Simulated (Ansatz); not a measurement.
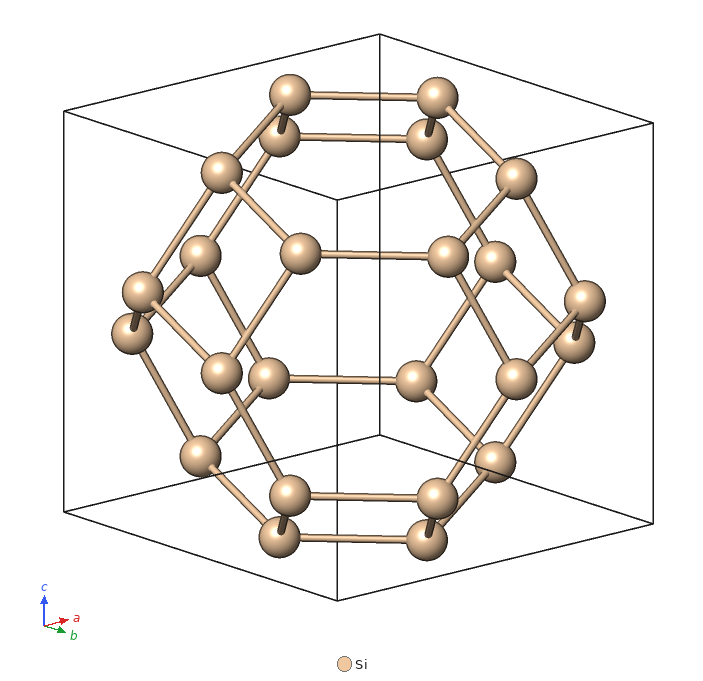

We look at a ball-and-stick model of the crystal from a general direction. The parallelepiped is the conventional unit cell. Cell: a = 6.693 Å, b = 6.693 Å, c = 6.693 Å, α = 90.00°, β = 90.00°, γ = 90.00°.

The element is silicon. It belongs to space group Im-3m (No. 229) and has a body-centred cubic lattice. The cell holds twelve atoms. Si is coordinated by four Si at about 2.4 Å. The bonds build a three-dimensional framework.

It goes back to a structure listed in the Materials Project. It is drawn as it came out of a relaxation with DFT PBEsol, scalar-relativistic, plane waves, PAW in Ansatz 0.2.0.
